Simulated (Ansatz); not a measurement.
A series of calculations on TiSi2

### Relaxation

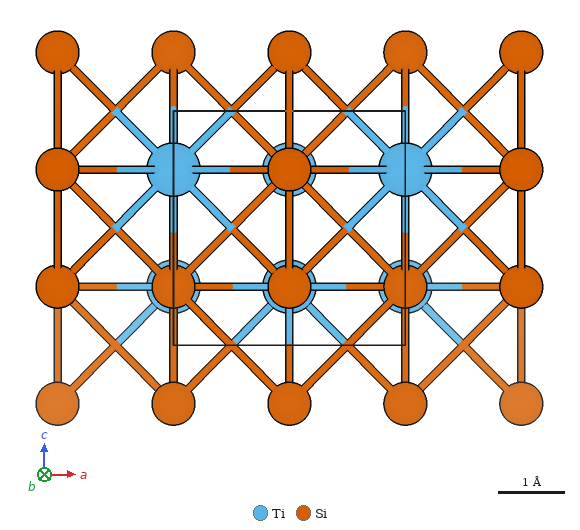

Solid TiSi2 (set up in Cmcm), before the relaxation. A ball-and-stick model of the conventional cell (2 times the calculation's cell), seen along the b axis. Lengths and directions refer to the drawn axes.

Method: DFT PBE, scalar-relativistic, plane waves, PAW (Ansatz).

Input file:
```yaml
crystal:
  lattice:
    - [1.765105025, -6.759281535, 0.0]
    - [1.765105025, 6.759281535, 0.0]
    - [0.0, 0.0, 3.56517397]
  atoms:
    - { symbol: Ti, position: [0.89688192, 0.10311808, 0.75] }
    - { symbol: Ti, position: [0.10311808, 0.89688192, 0.25] }
    - { symbol: Si, position: [0.55825145, 0.44174855, 0.75] }
    - { symbol: Si, position: [0.44174855, 0.55825145, 0.25] }
    - { symbol: Si, position: [0.24968518, 0.75031482, 0.75] }
    - { symbol: Si, position: [0.75031482, 0.24968518, 0.25] }
basis:
  ecutwfc: 420
kpoints:
  mp_grid: { grid: [10, 10, 10] }
hamiltonian:
  xc: pbe
scf:
  occupations: { method: gaussian, width: 0.1 }
output:
  forces: true
  stress: true
  eigenvalues: true
  write_density: true
  write_potential: true
  elf: true
  volumetric_format: npy
relax:
  adjacent_minimum: "off"
  f_tol: 0.005
  max_steps: 80
  cell: { stress_tol: 0.05 }
```

Launched with:
```bash
ansatz run input.yaml --threads 1 --pin off --max-ram 2560MiB --backend cpu --events-out ev --progress --plain --runs-dir out
```

Where does the relaxation end?

The largest moves relative to the cell, 0.012 Å, are those of Si3 and Si4. Si4 goes along +b. By element the largest moves are Si 0.012 Å, Ti 0.001 Å. Cell: a 3.530 → 3.548 Å (+0.5 %), b 13.519 → 13.561 Å (+0.3 %), c 3.565 → 3.579 Å (+0.4 %). Volume +1.2 %. Some distances before and after: Si3–Si4 2.379 → 2.403 Å, Ti1–Si3 2.806 → 2.827 Å, Si5–Si6 2.509 → 2.520 Å, Ti1–Si6 2.665 → 2.675 Å. The space group stays Cmcm (No. 63). After 4 accepted moves (5 points after the start) the energy has fallen by 1.3 meV per atom. Largest force component: 0.18 eV/Å at the start, 0.0008 eV/Å at the end. Pressure: 1.85 GPa at the start and 0.00 GPa at the end. At 1 point the geometry stayed and the basis and grid were re-selected for the new cell (energy shift of less than 0.05 meV per atom at most each time).

Step by step:

| step | E − E(0), meV/atom | largest force component, eV/Å | pressure, GPa | volume, Å³/atom | note |
| --- | --- | --- | --- | --- | --- |
| 0 | 0.00 | 0.1775 | 1.85 | 14.179 |  |
| 1 | -1.16 | 0.0956 | 0.19 | 14.345 |  |
| 2 | -1.29 | 0.0177 | -0.02 | 14.351 |  |
| 3 | -1.30 | 0.0008 | -0.01 | 14.351 |  |
| 4 | -1.30 | 0.0007 | 0.00 | 14.349 |  |
| 5 | -1.33 | 0.0008 | 0.00 | 14.349 | same geometry, new basis |

### A change

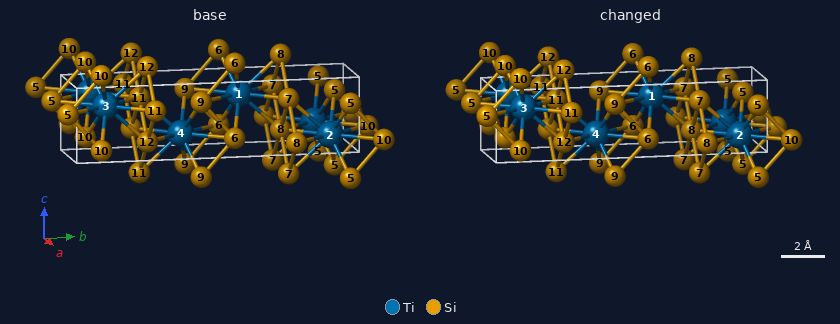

Left: solid TiSi$_{2}$ (set up in Cmcm). Right: the same structure after one change, at the same scale. The picture is a ball-and-stick view of the cell of the calculation, seen slightly off an axis.

Method: Ansatz, DFT PBE, scalar-relativistic, plane waves, PAW. Set-up: plane-wave cutoff 420 eV; k-point mesh 10 × 4 × 10; occupations gaussian; smearing width 0.1 eV; no spin polarisation.

> What was changed?

Equal strain along all axes, −4.0 %, is applied. The cell is then held and the atoms relaxed.

> How do the computed properties respond?

The volume changes by −11.5 %, with a 3.548 → 3.406 Å (−4.0 %), b 13.561 → 13.018 Å (−4.0 %), c 3.579 → 3.436 Å (−4.0 %). The largest moves relative to the cell, 0.030 Å, are those of Si5, Si6, Si9 and Si10. Si10 goes along +b. By element the largest moves are Si 0.030 Å, Ti 0.018 Å. Near-neighbour distances before and after: Si–Ti 2.590 → 2.475 Å, Si–Ti 2.827 → 2.723 Å, Si–Si 2.520 → 2.419 Å, Si–Ti 2.672 → 2.577 to 2.580 Å. The space group stays Cmcm (No. 63). Energy change: +98.2 meV per atom. The pressure goes from 0.0 to 21.1 GPa. The principal stresses (compression positive) are 24.2 GPa along c, 22.9 GPa along a, 16.4 GPa along b.

### Series

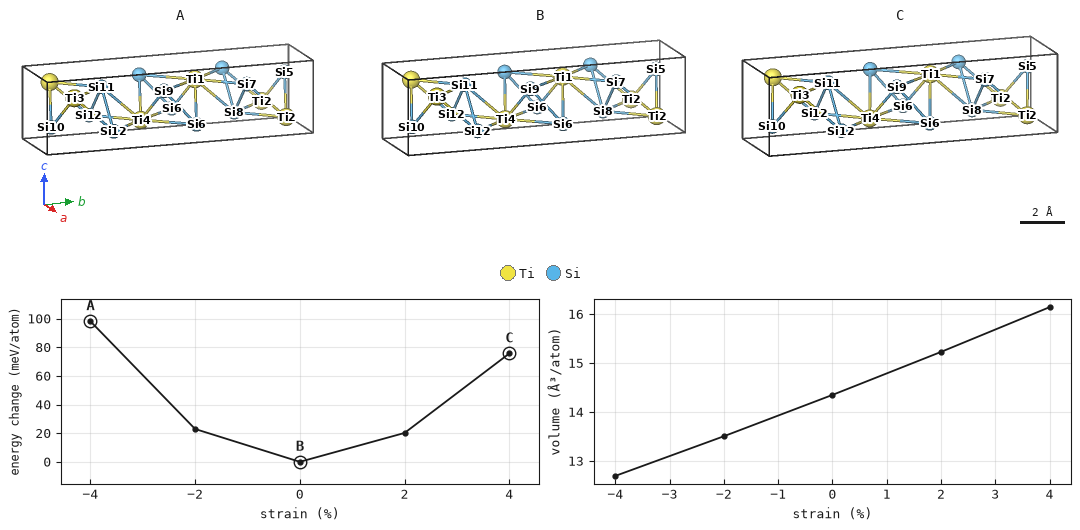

Members of a series of calculations on a crystal of TiSi2 (set up in Cmcm), marked on the first curve. Style: ball-and-stick. Shown: the cell of the calculation, slightly off an axis.

Computed with DFT PBE, scalar-relativistic, plane waves, PAW (Ansatz 0.2.0). Set-up: plane-wave cutoff 420 eV; k-point mesh 10 × 4 × 10; occupations gaussian; smearing width 0.1 eV; no spin polarisation.

### Describe the series.

Equal strain along all axes, cell held, atoms relaxed. A (strain −4.0 %): energy change 98.2 meV/atom, volume 12.70 Å³ per atom. B (strain 0.0 %): energy change 0.0 meV/atom, volume 14.35 Å³ per atom. C (strain 4.0 %): energy change 75.7 meV/atom, volume 16.14 Å³ per atom. The rest compares A with C. Cell: a 3.406 → 3.690 Å (+8.3 %), b 13.018 → 14.103 Å (+8.3 %), c 3.436 → 3.722 Å (+8.3 %). Volume +27.1 %. Near-neighbour distances before and after: Si–Ti 2.475 → 2.706 Å, Si–Ti 2.723 → 2.937 Å, Si–Si 2.419 → 2.621 Å.
